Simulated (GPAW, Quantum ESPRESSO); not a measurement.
# B K-edge XANES of BN (P6_3/mmc), part 2 of 3

Do two independent programs agree on the B K edge of BN (P6_3/mmc)? The same cell and functional are run with XSpectra and with GPAW.

Quantum ESPRESSO 7.5 and GPAW 26.7.0; core-hole supercells, plane-wave PAW PBE.

So far. Step 11 (Excitation energy, B atom 3 (Quantum ESPRESSO)): The total-energy difference is 195.98 eV. With the free-atom term of -5.59 eV for this edge, the photon energy is 190.39 eV. Step 12 (Ground state of the crystal (GPAW)): The mesh shows a gap of 4.32 eV, so the hole is first treated in a charged cell, without the excited electron.

The database entry behind the starting cell differs from later determinations by our own check (about 0.3 % short, minor phase), so it need not match the best structure at ambient conditions.

## Step 13: Spectrum without a core hole, B atom 3 (GPAW)

This cheap baseline ignores the attraction of the hole: it shows the absorber's empty states as they are in the ground state. The data set with a hole of occupation 0 only carries the core orbital.

Contents of xas.py:

```python
import numpy as np
from ase import Atoms
from ase.parallel import parprint, paropen
from gpaw import GPAW, PW, FermiDirac, Mixer, MixerDif, setup_paths
from gpaw.test import gen
setup_paths.insert(0, '.')
gen('B', name='nch1s', xcname='PBE', corehole=(1, 0, 0), write_xml=True)
from gpaw.mpi import world
world.barrier()

atoms = Atoms('N2B2',
    cell=[[2.49824, 0, 0],
     [-1.24912, 2.1635393, 0],
     [0, 0, 6.6357]],
    scaled_positions=[[0.66666667, 0.33333333, 0.25],
     [0.33333333, 0.66666667, 0.75],
     [0.66666667, 0.33333333, 0.75],
     [0.33333333, 0.66666667, 0.25]],
    pbc=True)
atoms.calc = calc = GPAW(legacy_gpaw=True, mode=PW(500, force_complex_dtype=True), xc='PBE', setups={2: 'nch1s'},
    kpts={'size': (11, 11, 4), 'gamma': True}, occupations=FermiDirac(0.02),
    charge=0, mixer=Mixer(0.1, 5, 50), maxiter=150,
    convergence={'density': 0.0001, 'eigenstates': 1e-6}, txt='scf.txt')
energy = atoms.get_potential_energy() + calc.get_reference_energy()
ef = calc.get_fermi_level()
out = dict(energy=energy, fermi=ef, forces=atoms.get_forces().tolist())
parprint(f'all-electron energy {energy:.4f} eV, Fermi level {ef:.4f} eV')
ev = np.array([[calc.get_eigenvalues(k, s) for k in range(len(calc.get_ibz_k_points()))] for s in range(calc.get_number_of_spins())])
out['homo'], out['lumo'], out['counts'] = ev[ev < ef].max(), ev[ev > ef].min(), sorted(set((ev < ef).sum((0, 2)).tolist()))
out['filled'] = (ev[:, 0] < ef).sum(1).tolist()

from ase.units import Ha
from gpaw.xas import dipole_matrix_elements
nb = int(calc.get_number_of_electrons() / 2) + 25
top = nb
nscf = calc.fixed_density(kpts={'size': (10, 10, 4), 'gamma': True},
    convergence={'eigenstates': 1.0}, txt='nscf.txt')
nscf.diagonalize_full_hamiltonian(nbands=nb)
cell = atoms.cell.array
ops = [cell.T @ U.T @ np.linalg.inv(cell.T) for U in nscf.wfs.kd.symmetry.op_scc]
filled = [8]  # bands filled in the ground state, by spin
E = np.arange(-25, 34, 0.1)
fwhm = np.interp(E, [4, 25], [0.9, 3.5])
Y, X, zero, highest = 0, 0, 1e9, 1e9
for spin in range(nscf.get_number_of_spins()):
    wfs = nscf.wfs
    mine = wfs.bd.get_slice()  # this rank's bands
    A = dipole_matrix_elements(wfs.setups[2])
    eps = np.zeros((wfs.kd.nibzkpts, nb))
    d = np.zeros((3, A.shape[1], wfs.kd.nibzkpts, nb), complex)
    for kpt in wfs.kpt_u:
        if kpt.s == spin and 2 in kpt.P_ani:
            eps[kpt.k, mine] = kpt.eps_n * Ha
            d[:, :, kpt.k, mine] = (kpt.weight * wfs.nspins / 2) ** 0.5 * np.inner(A, kpt.P_ani[2])
    world.sum(eps)
    world.sum(d)
    T = np.einsum('amkn,bmkn->abkn', d, d.conj()).real
    T = sum(np.einsum('ai,ijkn,bj->abkn', R, T, R) for R in ops) / len(ops)
    empty = np.ones_like(eps, bool) & (np.arange(nb) >= filled[spin])
    zero, highest = min(zero, eps[empty].min()), min(highest, eps[:, top - 1].min())
    lines = [(eps, T, empty)] if spin == 0 else lines + [(eps, T, empty)]
for eps, T, empty in lines:
    f = np.einsum('aakn->akn', T).reshape(3, -1)
    x = eps.ravel() - zero
    w = np.interp(x, E, fwhm) / 2.35482
    g = np.exp(-0.5 * ((E[:, None] - x) / w) ** 2) / (w * (2 * np.pi) ** 0.5)
    Y = Y + (f * empty.ravel()) @ g.T
    X = X + (f * ~empty.ravel()) @ g.T
out.update(E=E.round(2).tolist(), xas=Y.tolist(), xes=X.tolist(), zero=zero, valid=highest - zero, nk=len(eps), nb=nb)
for i in range(0, len(E), 10):
    parprint(f'{E[i]:7.2f}', *(f'{v:10.3e}' for v in Y[:, i]))
import json
with paropen('out.json', 'w') as f:
    json.dump(out, f)
```

Command:

```bash
$ OMP_NUM_THREADS=1 mpirun -n 4 gpaw python xas.py
```

Run time: 1.7 min. Hardware: 4 MPI ranks of Arm Neoverse V1, shared host; peak memory 0.3 GiB.

The B K spectrum, B atom 3, no core hole (energy from the lowest empty level; intensity scaled to a mean of 1 over the first 20 eV; polarised curves are means over the symmetry-equivalent atoms):

| E (eV) | isotropic | ε ⊥ c | ε ∥ c |
| --- | --- | --- | --- |
| -2.0 | 0.00 | 0.00 | 0.00 |
| -0.5 | 0.06 | 0.00 | 0.19 |
| 1.0 | 1.47 | 0.00 | 4.41 |
| 2.5 | 0.69 | 0.01 | 2.07 |
| 4.0 | 0.28 | 0.02 | 0.81 |
| 5.5 | 0.47 | 0.29 | 0.84 |
| 7.0 | 1.57 | 1.80 | 1.11 |
| 8.5 | 1.39 | 1.42 | 1.34 |
| 10.0 | 1.00 | 1.02 | 0.98 |
| 11.5 | 1.29 | 1.20 | 1.46 |
| 13.0 | 1.17 | 1.34 | 0.83 |
| 14.5 | 1.04 | 1.24 | 0.64 |
| 16.0 | 1.17 | 1.47 | 0.58 |
| 17.5 | 1.01 | 1.24 | 0.55 |
| 19.0 | 0.62 | 0.67 | 0.53 |
| 20.5 | 0.76 | 0.89 | 0.50 |
| 22.0 | 1.36 | 1.78 | 0.52 |
| 23.5 | 1.73 | 2.31 | 0.55 |
| 25.0 | 1.38 | 1.80 | 0.52 |
| 26.5 | 0.86 | 1.01 | 0.56 |
| 28.0 | 0.56 | 0.46 | 0.76 |
| 29.5 | 0.51 | 0.27 | 0.99 |

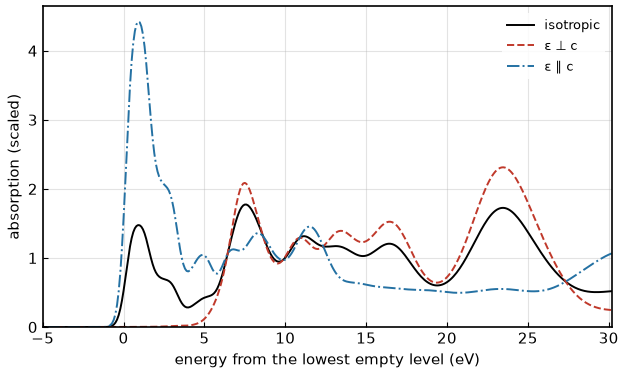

The B K edge, B atom 3, no core hole: main maxima at 0.9, 7.5 and 23.5 eV.

Main maxima below 24 eV (height): 0.9 eV (1.48), 7.5 eV (1.77), 11.2 eV (1.32), 16.4 eV (1.21) and 23.5 eV (1.73). A K edge sees empty p states; at this planar three-fold site the curve for the electric vector normal to the plane peaks at 0.9 eV, where it is mainly π* that absorbs: that direction carries over 70 % of the weight there.

The same matrix elements for filled bands give the B K emission of B atom 3 (ground-state approximation; energy from the lowest empty level, largest value 1):

| E (eV) | emission |
| --- | --- |
| -24.0 | 0.00 |
| -22.5 | 0.00 |
| -21.0 | 0.07 |
| -19.5 | 0.28 |
| -18.0 | 0.06 |
| -16.5 | 0.00 |
| -15.0 | 0.00 |
| -13.5 | 0.04 |
| -12.0 | 0.30 |
| -10.5 | 0.31 |
| -9.0 | 0.78 |
| -7.5 | 0.79 |
| -6.0 | 0.47 |
| -4.5 | 0.06 |
| -3.0 | 0.00 |
| -1.5 | 0.00 |
| 0.0 | 0.00 |
| 1.5 | 0.00 |
| 3.0 | 0.00 |

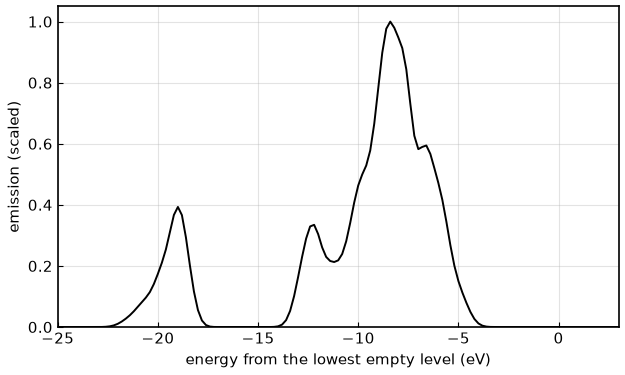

X-ray emission from the filled bands.

Emission maxima: -19.0 eV (0.39), -12.2 eV (0.33) and -8.4 eV (1.00).

## Step 14: Supercell without a hole, the energy reference (GPAW)

Total energies of two programs can't be mixed, so the cell and mesh of GPAW's hole run get a reference energy of their own.

Contents of scf.py:

```python
import numpy as np
from ase import Atoms
from ase.parallel import parprint, paropen
from gpaw import GPAW, PW, FermiDirac, Mixer, MixerDif, setup_paths
from gpaw.test import gen
setup_paths.insert(0, '.')
gen('B', name='nch1s', xcname='PBE', corehole=(1, 0, 0), write_xml=True)
from gpaw.mpi import world
world.barrier()

atoms = Atoms('N14B14',
    cell=[[6.2456, 2.1635393, 0],
     [-4.99648, 4.32707861, 0],
     [0, 0, 6.6357]],
    scaled_positions=[[0.23809524, 0.04761905, 0.25],
     [0.38095238, 0.47619048, 0.25],
     [0.52380952, 0.9047619, 0.25],
     [0.66666667, 0.33333333, 0.25],
     [0.80952381, 0.76190476, 0.25],
     [0.95238095, 0.19047619, 0.25],
     [0.0952381, 0.61904762, 0.25],
     [0.19047619, 0.23809524, 0.75],
     [0.33333333, 0.66666667, 0.75],
     [0.47619048, 0.0952381, 0.75],
     [0.61904762, 0.52380952, 0.75],
     [0.76190476, 0.95238095, 0.75],
     [0.9047619, 0.38095238, 0.75],
     [0.04761905, 0.80952381, 0.75],
     [0.23809524, 0.04761905, 0.75],
     [0.38095238, 0.47619048, 0.75],
     [0.52380952, 0.9047619, 0.75],
     [0.66666667, 0.33333333, 0.75],
     [0.80952381, 0.76190476, 0.75],
     [0.95238095, 0.19047619, 0.75],
     [0.0952381, 0.61904762, 0.75],
     [0.19047619, 0.23809524, 0.25],
     [0.33333333, 0.66666667, 0.25],
     [0.47619048, 0.0952381, 0.25],
     [0.61904762, 0.52380952, 0.25],
     [0.76190476, 0.95238095, 0.25],
     [0.9047619, 0.38095238, 0.25],
     [0.04761905, 0.80952381, 0.25]],
    pbc=True)
atoms.calc = calc = GPAW(legacy_gpaw=True, mode=PW(500, force_complex_dtype=True), xc='PBE', setups={14: 'nch1s'},
    kpts={'size': (3, 3, 3), 'gamma': True}, occupations=FermiDirac(0.02),
    charge=0, mixer=Mixer(0.1, 5, 50), maxiter=150,
    convergence={'density': 0.0001, 'eigenstates': 1e-6}, txt='scf.txt')
energy = atoms.get_potential_energy() + calc.get_reference_energy()
ef = calc.get_fermi_level()
out = dict(energy=energy, fermi=ef, forces=atoms.get_forces().tolist())
parprint(f'all-electron energy {energy:.4f} eV, Fermi level {ef:.4f} eV')
ev = np.array([[calc.get_eigenvalues(k, s) for k in range(len(calc.get_ibz_k_points()))] for s in range(calc.get_number_of_spins())])
out['homo'], out['lumo'], out['counts'] = ev[ev < ef].max(), ev[ev > ef].min(), sorted(set((ev < ef).sum((0, 2)).tolist()))
out['filled'] = (ev[:, 0] < ef).sum(1).tolist()
import json
with paropen('out.json', 'w') as f:
    json.dump(out, f)
```

Command:

```bash
$ OMP_NUM_THREADS=1 mpirun -n 4 gpaw python scf.py
```

The job ended after 80 s (4 MPI ranks; peak memory 0.39 GiB; 5.3 min of CPU time).

Reference energy: -30354.898 eV with the cores included.

## Step 15: Spectrum with FCH, B atom 3 (GPAW)

The holes are 6.6 Å apart. The excited electron is left out and a uniform background balances the charge. After the field has converged, empty bands are computed with the density fixed and the dipole matrix elements are summed.

Contents of xas.py:

```python
import numpy as np
from ase import Atoms
from ase.parallel import parprint, paropen
from gpaw import GPAW, PW, FermiDirac, Mixer, MixerDif, setup_paths
from gpaw.test import gen
setup_paths.insert(0, '.')
gen('B', name='fch1s', xcname='PBE', corehole=(1, 0, 1), write_xml=True)
from gpaw.mpi import world
world.barrier()

atoms = Atoms('N14B14',
    cell=[[6.2456, 2.1635393, 0],
     [-4.99648, 4.32707861, 0],
     [0, 0, 6.6357]],
    scaled_positions=[[0.23809524, 0.04761905, 0.25],
     [0.38095238, 0.47619048, 0.25],
     [0.52380952, 0.9047619, 0.25],
     [0.66666667, 0.33333333, 0.25],
     [0.80952381, 0.76190476, 0.25],
     [0.95238095, 0.19047619, 0.25],
     [0.0952381, 0.61904762, 0.25],
     [0.19047619, 0.23809524, 0.75],
     [0.33333333, 0.66666667, 0.75],
     [0.47619048, 0.0952381, 0.75],
     [0.61904762, 0.52380952, 0.75],
     [0.76190476, 0.95238095, 0.75],
     [0.9047619, 0.38095238, 0.75],
     [0.04761905, 0.80952381, 0.75],
     [0.23809524, 0.04761905, 0.75],
     [0.38095238, 0.47619048, 0.75],
     [0.52380952, 0.9047619, 0.75],
     [0.66666667, 0.33333333, 0.75],
     [0.80952381, 0.76190476, 0.75],
     [0.95238095, 0.19047619, 0.75],
     [0.0952381, 0.61904762, 0.75],
     [0.19047619, 0.23809524, 0.25],
     [0.33333333, 0.66666667, 0.25],
     [0.47619048, 0.0952381, 0.25],
     [0.61904762, 0.52380952, 0.25],
     [0.76190476, 0.95238095, 0.25],
     [0.9047619, 0.38095238, 0.25],
     [0.04761905, 0.80952381, 0.25]],
    pbc=True)
atoms.calc = calc = GPAW(legacy_gpaw=True, mode=PW(500, force_complex_dtype=True), xc='PBE', setups={14: 'fch1s'},
    kpts={'size': (3, 3, 3), 'gamma': True}, occupations=FermiDirac(0.02),
    charge=0, mixer=Mixer(0.1, 5, 50), maxiter=150,
    convergence={'density': 0.0001, 'eigenstates': 1e-6}, txt='scf.txt')
energy = atoms.get_potential_energy() + calc.get_reference_energy()
ef = calc.get_fermi_level()
out = dict(energy=energy, fermi=ef, forces=atoms.get_forces().tolist())
parprint(f'all-electron energy {energy:.4f} eV, Fermi level {ef:.4f} eV')
ev = np.array([[calc.get_eigenvalues(k, s) for k in range(len(calc.get_ibz_k_points()))] for s in range(calc.get_number_of_spins())])
out['homo'], out['lumo'], out['counts'] = ev[ev < ef].max(), ev[ev > ef].min(), sorted(set((ev < ef).sum((0, 2)).tolist()))
out['filled'] = (ev[:, 0] < ef).sum(1).tolist()

from ase.units import Ha
from gpaw.xas import dipole_matrix_elements
nb = int(calc.get_number_of_electrons() / 2) + 152
top, nb = nb, nb + 8 + nb // 12
nscf = calc.fixed_density(kpts={'size': (4, 4, 4), 'gamma': True}, nbands=nb,
    convergence={'bands': top, 'eigenstates': 5e-3}, maxiter=60, txt='nscf.txt')
cell = atoms.cell.array
ops = [cell.T @ U.T @ np.linalg.inv(cell.T) for U in nscf.wfs.kd.symmetry.op_scc]
filled = [56]  # bands filled in the ground state, by spin
E = np.arange(-6, 34, 0.1)
fwhm = np.interp(E, [4, 25], [0.9, 3.5])
Y, X, zero, highest = 0, 0, 1e9, 1e9
for spin in range(nscf.get_number_of_spins()):
    wfs = nscf.wfs
    mine = wfs.bd.get_slice()  # this rank's bands
    A = dipole_matrix_elements(wfs.setups[14])
    eps = np.zeros((wfs.kd.nibzkpts, nb))
    d = np.zeros((3, A.shape[1], wfs.kd.nibzkpts, nb), complex)
    for kpt in wfs.kpt_u:
        if kpt.s == spin and 14 in kpt.P_ani:
            eps[kpt.k, mine] = kpt.eps_n * Ha
            d[:, :, kpt.k, mine] = (kpt.weight * wfs.nspins / 2) ** 0.5 * np.inner(A, kpt.P_ani[14])
    world.sum(eps)
    world.sum(d)
    T = np.einsum('amkn,bmkn->abkn', d, d.conj()).real
    T = sum(np.einsum('ai,ijkn,bj->abkn', R, T, R) for R in ops) / len(ops)
    empty = np.ones_like(eps, bool) & (np.arange(nb) >= filled[spin])
    zero, highest = min(zero, eps[empty].min()), min(highest, eps[:, top - 1].min())
    lines = [(eps, T, empty)] if spin == 0 else lines + [(eps, T, empty)]
for eps, T, empty in lines:
    f = np.einsum('aakn->akn', T).reshape(3, -1)
    x = eps.ravel() - zero
    w = np.interp(x, E, fwhm) / 2.35482
    g = np.exp(-0.5 * ((E[:, None] - x) / w) ** 2) / (w * (2 * np.pi) ** 0.5)
    Y = Y + (f * empty.ravel()) @ g.T
    X = X + (f * ~empty.ravel()) @ g.T
out.update(E=E.round(2).tolist(), xas=Y.tolist(), xes=X.tolist(), zero=zero, valid=highest - zero, nk=len(eps), nb=nb)
for i in range(0, len(E), 10):
    parprint(f'{E[i]:7.2f}', *(f'{v:10.3e}' for v in Y[:, i]))
import json
with paropen('out.json', 'w') as f:
    json.dump(out, f)
```

Command:

```bash
$ OMP_NUM_THREADS=1 mpirun -n 4 gpaw python xas.py
```

Wall time 6.6 min (4 MPI ranks); peak memory 0.78 GiB.

The B K spectrum, B atom 3, full core hole (charged cell) (energy from the lowest empty level; intensity scaled to a mean of 1 over the first 20 eV; polarised curves are means over the symmetry-equivalent atoms):

| E (eV) | isotropic | ε ⊥ c | ε ∥ c |
| --- | --- | --- | --- |
| -2.0 | 0.00 | 0.00 | 0.00 |
| -0.5 | 0.92 | 0.00 | 2.77 |
| 1.0 | 0.96 | 0.00 | 2.89 |
| 2.5 | 0.08 | 0.00 | 0.24 |
| 4.0 | 0.24 | 0.02 | 0.67 |
| 5.5 | 0.74 | 0.86 | 0.50 |
| 7.0 | 3.78 | 5.49 | 0.38 |
| 8.5 | 1.10 | 1.26 | 0.78 |
| 10.0 | 0.82 | 0.87 | 0.71 |
| 11.5 | 0.95 | 1.10 | 0.66 |
| 13.0 | 1.05 | 1.24 | 0.67 |
| 14.5 | 0.84 | 1.01 | 0.49 |
| 16.0 | 0.79 | 1.00 | 0.38 |
| 17.5 | 0.67 | 0.82 | 0.37 |
| 19.0 | 0.49 | 0.52 | 0.41 |
| 20.5 | 0.57 | 0.65 | 0.41 |
| 22.0 | 0.94 | 1.22 | 0.39 |
| 23.5 | 1.00 | 1.27 | 0.47 |
| 25.0 | 0.65 | 0.72 | 0.50 |
| 26.5 | 0.40 | 0.35 | 0.49 |
| 28.0 | 0.32 | 0.20 | 0.56 |

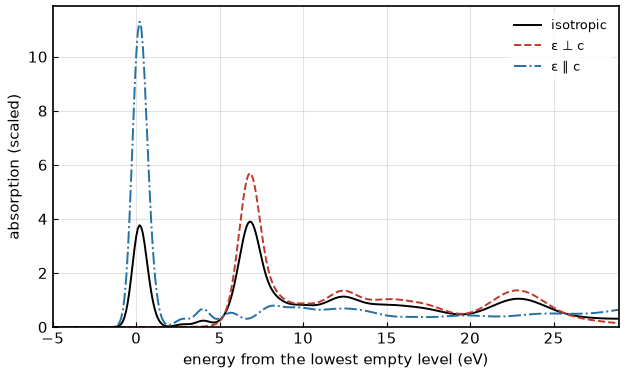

The B K edge, B atom 3, full core hole (charged cell): main maxima at 0.2, 6.8 and 12.4 eV.

Main maxima below 24 eV (height): 0.2 eV (3.77), 6.8 eV (3.90), 12.4 eV (1.13) and 22.9 eV (1.05). A K edge sees empty p states; at this planar three-fold site the curve for the electric vector normal to the plane peaks at 0.2 eV, where it is mainly π* that absorbs: that direction carries over 70 % of the weight there.

The hole costs E(hole) − E(ground) = 188.98 eV, and the lowest empty level of the hole cell on the spectrum's mesh lies at 6.32 eV, which puts the zero at 195.31 eV. With the free-atom term of -5.59 eV for this edge, the photon energy is 189.72 eV.

## Step 16: Excitation energy, B atom 3 (GPAW)

Changed against the first core-hole run: core hole to XCH, with the smearing that suits a partly filled band.

Changes to scf.py since step 14:

```diff
@@ -6,3 +6,3 @@
 setup_paths.insert(0, '.')
-gen('B', name='nch1s', xcname='PBE', corehole=(1, 0, 0), write_xml=True)
+gen('B', name='fch1s', xcname='PBE', corehole=(1, 0, 1), write_xml=True)
 from gpaw.mpi import world
@@ -43,5 +43,5 @@
     pbc=True)
-atoms.calc = calc = GPAW(legacy_gpaw=True, mode=PW(500, force_complex_dtype=True), xc='PBE', setups={14: 'nch1s'},
-    kpts={'size': (3, 3, 3), 'gamma': True}, occupations=FermiDirac(0.02),
-    charge=0, mixer=Mixer(0.1, 5, 50), maxiter=150,
+atoms.calc = calc = GPAW(legacy_gpaw=True, mode=PW(500, force_complex_dtype=True), xc='PBE', setups={14: 'fch1s'},
+    kpts={'size': (3, 3, 3), 'gamma': True}, occupations=FermiDirac(0.04),
+    charge=-1, mixer=Mixer(0.1, 5, 50), maxiter=150,
     convergence={'density': 0.0001, 'eigenstates': 1e-6}, txt='scf.txt')
```

Command:

```bash
$ OMP_NUM_THREADS=1 mpirun -n 4 gpaw python scf.py
```

Wall time 76 s (4 MPI ranks); peak memory 0.39 GiB; 5 min of CPU time.

The total-energy difference is 195.95 eV. With the free-atom term of -5.59 eV for this edge, the photon energy is 190.36 eV.

(Part 2 of 3 ends here.)

[Logs are printed without paths, hosts, clocks, repeated set-up lines and the standing remarks that a program may print on its own settings, such as how far it seeks lower states.]

[Hosts, paths, dates, database ids (printed as entryN), source tags and the programs' standing remarks are cut or masked in the printed files.]

[Lists of maxima count a maximum above −3 eV only where it reaches 4 % of the highest in the window and stands out from its surroundings by 2 % of it (1.5 % where it reaches 55 %); shoulders and weaker maxima are passed over, and of the rest the first, up to two pre-edge ones and the few strongest are named.]
